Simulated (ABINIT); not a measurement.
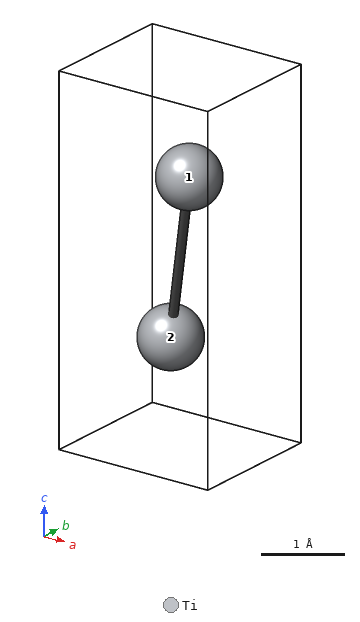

Figure 1. The input geometry (ball-and-stick view of the cell of the calculation, seen slightly off an axis; atoms are numbered from 1 in the order of the input). Near neighbours in the crystal (not all of them lie inside the picture): Ti has 12 Ti at 2.89 to 2.95 Å.

## Run report: Ti, geometry relaxation (part 1 of 2)

Ti (P6₃/mmc, 2 atoms in the cell), computed with Kohn-Sham DFT of a periodic cell, RPBE, JTH PAW PBE v2.0, no spin polarisation (ABINIT 10.8.3).

The structure derives from an entry of the Crystallography Open Database.

## Log
```
.Version 10.8.3 of ABINIT
 Symmetries : space group P6_3/m m c (#194); Bravais hP (primitive hexag.)
================================================================================
 Values of the parameters that define the memory need of the present run
     intxc =       0    ionmov =       2      iscf =      17    lmnmax =      18
     lnmax =       6     mgfft =      36  mpssoang =       3    mqgrid =    3001
     natom =       2  nloc_mem =       2    nspden =       1   nspinor =       1
    nsppol =       1      nsym =      24    n1xccc =       1    ntypat =       1
    occopt =       3   xclevel =       2
       mpw =         846          nfft =       20736          nkpt =          56
 PAW method is used; the additional fine FFT grid is defined by:
   mgfftf=        48    nfftf =     43200
================================================================================
================================================================================

--------------------------------------------------------------------------------
------------- Echo of variables that govern the present computation ------------
--------------------------------------------------------------------------------
 -outvars: echo values of preprocessed input variables --------
            acell      5.5746920714E+00  5.5746920714E+00  8.8439182692E+00 Bohr
              amu      4.78800000E+01
          chkprim           0
      chksymtnons           0
          dilatmx      1.08000000E+00
             ecut      1.50000000E+01 Hartree
           ecutsm      5.00000000E-01 Hartree
           enunit           1
           ionmov           2
                       outvar_i_n : Printing only first  50 k-points.
              ixc          15
                       outvar_i_n : Printing only first  50 k-points.
         kptrlatt       10    0    0      0   10    0      0    0    6
          kptrlen      5.30635096E+01
            natom           2
            nband          16
            ngfft          24      24      36
          ngfftdg          30      30      48
             nkpt          56
            nstep         100
             nsym          24
            ntime          60
           ntypat           1
                       prtocc : prtvol=0, do not print more k-points.
           occopt           3
          optcell           1
        pawecutdg      3.00000000E+01 Hartree
         pawxcdev           0
           prtden           0
        prtebands           0
           prteig           0
            prtwf           0
            rprim      1.0000000000E+00  0.0000000000E+00  0.0000000000E+00
                      -5.0000000000E-01  8.6602540380E-01  0.0000000000E+00
                       0.0000000000E+00  0.0000000000E+00  1.0000000000E+00
          spgroup         194
           tolmxf      1.00000000E-04
           tolsym      1.00000000E-06
           tolvrs      1.00000000E-09
           tsmear      1.83747000E-03 Hartree
            typat      1  1
           useylm           1
                       outvars : Printing only first  50 k-points.
           xangst      1.4749999995E+00  8.5159164619E-01  3.5099999984E+00
                      -5.0641675794E-10  1.7031832933E+00  1.1699999984E+00
            xcart      2.7873460348E+00  1.6092749824E+00  6.6329386989E+00
                      -9.5698897807E-10  3.2185499665E+00  2.2109795643E+00
             xred      6.6666666632E-01  3.3333333299E-01  7.4999999966E-01
                       3.3333333299E-01  6.6666666632E-01  2.4999999966E-01
            znucl       22.00000

================================================================================

 chkinp: Checking input parameters for consistency.

================================================================================
== DATASET  1 ==================================================================

--- !DatasetInfo
iteration_state: {dtset: 1, }
dimensions: {natom: 2, nkpt: 56, mband: 16, nsppol: 1, nspinor: 1, nspden: 1, mpw: 846, }
cutoff_energies: {ecut:  15.0, pawecutdg:  30.0, }
electrons: {nelect:   2.40000000E+01, charge:   0.00000000E+00, occopt:   3.00000000E+00, tsmear:   1.83747000E-03, }
meta: {optdriver: 0, ionmov: 2, optcell: 1, iscf: 17, paral_kgb: 0, }
...

 Exchange-correlation functional for the present dataset will be:
  GGA: RPBE functional - ixc=15
  Hammer, L. B. Hansen, and J. K. Norskov, PRB 59, 7413 (1999)

 Real(R)+Recip(G) space primitive vectors, cartesian coordinates (Bohr,Bohr^-1):
 R(1)=  5.5746921  0.0000000  0.0000000  G(1)=  0.1793821  0.1035663  0.0000000
 R(2)= -2.7873460  4.8278250  0.0000000  G(2)=  0.0000000  0.2071326  0.0000000
 R(3)=  0.0000000  0.0000000  8.8439183  G(3)=  0.0000000  0.0000000  0.1130721
 Unit cell volume ucvol=  2.3802201E+02 bohr^3
 Angles (23,13,12)=  9.00000000E+01  9.00000000E+01  1.20000000E+02 degrees

 Coarse grid specifications (used for wave-functions):

 getcut: wavevector=  0.0000  0.0000  0.0000  ngfft=  24  24  36
         ecut(hartree)=     17.496   => boxcut(ratio)=   2.16184

 Fine grid specifications (used for densities):

 getcut: wavevector=  0.0000  0.0000  0.0000  ngfft=  30  30  48
         ecut(hartree)=     34.992   => boxcut(ratio)=   2.02242

--- Pseudopotential description ------------------------------------------------
- pspini: atom type   1  psp file is ./Ti.GGA_PBE-JTH.xml
 Pseudopotential format is: paw10
 basis_size (lnmax)=  6 (lmn_size= 18), orbitals=   0   0   1   1   2   2
 Spheres core radius: rc_sph= 2.30802695
 Shapefunction is BESSEL type: shapef(r,l)=aa(1,l)*jl(q(1,l)*r)+aa(2,l)*jl(q(2,l)*r)
 Radius for shape functions =  2.01037111
 Compensation charge density is not taken into account in XC energy/potential

   1.22378552E+03                                ecore*ucvol(ha*bohr**3)
--------------------------------------------------------------------------------

================================================================================

=== [ionmov= 2] Broyden-Fletcher-Goldfarb-Shanno method (forces)
================================================================================

--- Iteration: ( 1/60) Internal Cycle: (1/1)
--------------------------------------------------------------------------------

---SELF-CONSISTENT-FIELD CONVERGENCE--------------------------------------------

--- !BeginCycle
iteration_state: {dtset: 1, itime: 1, icycle: 1, }
solver: {iscf: 17, nstep: 100, nline: 4, wfoptalg: 10, }
tolerances: {tolvrs: 1.00E-09, }
...

     iter   Etot(hartree)      deltaE(h)  residm     nres2
 ETOT  1  -115.20226083073    -1.152E+02 1.018E+01 5.371E+00
 ETOT  2  -117.22046467066    -2.018E+00 1.274E-01 4.919E+00
 ETOT  3  -117.20337617162     1.709E-02 2.740E-01 5.158E-01
 ETOT  4  -117.20228346945     1.093E-03 1.464E-02 4.400E-02
 ETOT  5  -117.20234424306    -6.077E-05 5.561E-03 3.009E-04
 ETOT  6  -117.20235003696    -5.794E-06 2.871E-03 1.128E-05
 ETOT  7  -117.20235084778    -8.108E-07 1.350E-03 5.260E-05
 ETOT  8  -117.20235067085     1.769E-07 9.537E-04 1.172E-06
 ETOT  9  -117.20235068077    -9.919E-09 1.058E-03 9.701E-09
 ETOT 10  -117.20235068279    -2.012E-09 1.236E-03 2.274E-09
 ETOT 11  -117.20235068306    -2.792E-10 8.848E-04 1.646E-09
 ETOT 12  -117.20235068311    -4.313E-11 1.325E-03 2.769E-10

 At SCF step   12       nres2   =  2.77E-10 < tolvrs=  1.00E-09 =>converged.

 Cartesian components of stress tensor (hartree/bohr^3)
  sigma(1 1)= -6.67735467E-05  sigma(3 2)=  0.00000000E+00
  sigma(2 2)= -6.67735475E-05  sigma(3 1)=  0.00000000E+00
  sigma(3 3)= -5.59183786E-05  sigma(2 1)=  0.00000000E+00

--- !ResultsGS
iteration_state: {dtset: 1, itime: 1, icycle: 1, }
comment   : Summary of ground state results
lattice_vectors:
- [  5.5746921,   0.0000000,   0.0000000, ]
- [ -2.7873460,   4.8278250,   0.0000000, ]
- [  0.0000000,   0.0000000,   8.8439183, ]
lattice_lengths: [   5.57469,    5.57469,    8.84392, ]
lattice_angles: [ 90.000,  90.000, 120.000, ] # degrees, (23, 13, 12)
lattice_volume:   2.3802201E+02
convergence: {deltae: -4.313E-11, res2:  2.769E-10, residm:  1.325E-03, diffor: null, }
etotal    :  -1.17202351E+02
entropy   :   0.00000000E+00
fermie    :   2.81606141E-01
cartesian_stress_tensor: # hartree/bohr^3
- [ -6.67735467E-05,   0.00000000E+00,   0.00000000E+00, ]
- [  0.00000000E+00,  -6.67735475E-05,   0.00000000E+00, ]
- [  0.00000000E+00,   0.00000000E+00,  -5.59183786E-05, ]
pressure_GPa:   1.8581E+00
xred      :
- [  6.6667E-01,   3.3333E-01,   7.5000E-01, Ti]
- [  3.3333E-01,   6.6667E-01,   2.5000E-01, Ti]
cartesian_forces: # hartree/bohr
- [ -6.94330280E-29,   8.88889586E-29,  -0.00000000E+00, ]
- [  6.94330280E-29,  -8.88889586E-29,  -0.00000000E+00, ]
force_length_stats: {min:   1.12792696E-28, max:   1.12792696E-28, mean:   1.12792696E-28, }
...

 Integrated electronic density in atomic spheres:
 ------------------------------------------------
 Atom  Sphere_radius  Integrated_density
    1        2.30803         10.13011282
    2        2.30803         10.13011282

---OUTPUT-----------------------------------------------------------------------

 Cartesian coordinates (xcart) [bohr]
  2.78734603475699E+00  1.60927498241349E+00  6.63293869891211E+00
 -9.56988978069743E-10  3.21854996648651E+00  2.21097956428789E+00
 Reduced coordinates (xred)
  6.66666666323129E-01  3.33333332989591E-01  7.49999999658046E-01
  3.33333332989796E-01  6.66666666322924E-01  2.49999999658046E-01
 Cartesian forces (fcart) [Ha/bohr]; max,rms= 8.88890E-29 6.51209E-29 (free atoms)
 -6.94330280254019E-29  8.88889586278353E-29 -0.00000000000000E+00
  6.94330280254019E-29 -8.88889586278353E-29 -0.00000000000000E+00
 Gradient of E wrt nuclear positions in reduced coordinates (gred)
  3.87067750828443E-28 -6.22674207854452E-28 -0.00000000000000E+00
 -3.87067750828443E-28  6.22674207854452E-28 -0.00000000000000E+00
 Scale of Primitive Cell (acell) [bohr]
  5.57469207142796E+00  5.57469207142796E+00  8.84391826924842E+00
 Real space primitive translations (rprimd) [bohr]
  5.57469207142796E+00  0.00000000000000E+00  0.00000000000000E+00
 -2.78734603571398E+00  4.82782495221906E+00  0.00000000000000E+00
  0.00000000000000E+00  0.00000000000000E+00  8.84391826924842E+00
 Unitary Cell Volume (ucvol) [Bohr^3]=  2.38022010231172E+02
 Angles (23,13,12)= [degrees]
  9.00000000000000E+01  9.00000000000000E+01  1.19999999999554E+02
 Lengths [Bohr]
  5.57469207142796E+00  5.57469207150308E+00  8.84391826924842E+00
 Stress tensor in cartesian coordinates (strten) [Ha/bohr^3]
 -6.67735467091597E-05  0.00000000000000E+00  0.00000000000000E+00
  0.00000000000000E+00 -6.67735474830441E-05  0.00000000000000E+00
  0.00000000000000E+00  0.00000000000000E+00 -5.59183785637865E-05
 Total energy (etotal) [Ha]= -1.17202350683108E+02

--- Iteration: ( 2/60) Internal Cycle: (1/1)
--------------------------------------------------------------------------------

---SELF-CONSISTENT-FIELD CONVERGENCE--------------------------------------------

--- !BeginCycle
iteration_state: {dtset: 1, itime: 2, icycle: 1, }
solver: {iscf: 17, nstep: 100, nline: 4, wfoptalg: 10, }
tolerances: {tolvrs: 1.00E-09, }
...

     iter   Etot(hartree)      deltaE(h)  residm     nres2
 ETOT  1  -117.20300190052    -1.172E+02 9.722E-04 1.326E-01
 ETOT  2  -117.20253885535     4.630E-04 2.330E-04 3.188E-02
 ETOT  3  -117.20241913666     1.197E-04 1.206E-04 5.874E-04
 ETOT  4  -117.20242141136    -2.275E-06 1.279E-04 2.373E-05
 ETOT  5  -117.20242143742    -2.606E-08 5.700E-05 4.337E-07
 ETOT  6  -117.20242143957    -2.151E-09 5.398E-05 2.814E-08
 ETOT  7  -117.20242143951     5.627E-11 4.366E-05 7.996E-10

 At SCF step    7       nres2   =  8.00E-10 < tolvrs=  1.00E-09 =>converged.

 Cartesian components of stress tensor (hartree/bohr^3)
  sigma(1 1)= -4.55786023E-05  sigma(3 2)=  0.00000000E+00
  sigma(2 2)= -4.55786030E-05  sigma(3 1)=  0.00000000E+00
  sigma(3 3)= -3.48267594E-05  sigma(2 1)=  0.00000000E+00

--- !ResultsGS
iteration_state: {dtset: 1, itime: 2, icycle: 1, }
comment   : Summary of ground state results
lattice_vectors:
- [  5.5852542,   0.0000000,   0.0000000, ]
- [ -2.7926271,   4.8369720,   0.0000000, ]
- [  0.0000000,   0.0000000,   8.8606744, ]
lattice_lengths: [   5.58525,    5.58525,    8.86067, ]
lattice_angles: [ 90.000,  90.000, 120.000, ] # degrees, (23, 13, 12)
lattice_volume:   2.3937748E+02
convergence: {deltae:  5.627E-11, res2:  7.996E-10, residm:  4.366E-05, diffor: null, }
etotal    :  -1.17202421E+02
entropy   :   0.00000000E+00
fermie    :   2.79531152E-01
cartesian_stress_tensor: # hartree/bohr^3
- [ -4.55786023E-05,   0.00000000E+00,   0.00000000E+00, ]
- [  0.00000000E+00,  -4.55786030E-05,   0.00000000E+00, ]
- [  0.00000000E+00,   0.00000000E+00,  -3.48267594E-05, ]
pressure_GPa:   1.2355E+00
xred      :
- [  6.6667E-01,   3.3333E-01,   7.5000E-01, Ti]
- [  3.3333E-01,   6.6667E-01,   2.5000E-01, Ti]
cartesian_forces: # hartree/bohr
- [ -2.41049479E-29,  -1.25252983E-28,  -0.00000000E+00, ]
- [  2.41049479E-29,   1.25252983E-28,  -0.00000000E+00, ]
force_length_stats: {min:   1.27551395E-28, max:   1.27551395E-28, mean:   1.27551395E-28, }
...

 Integrated electronic density in atomic spheres:
```
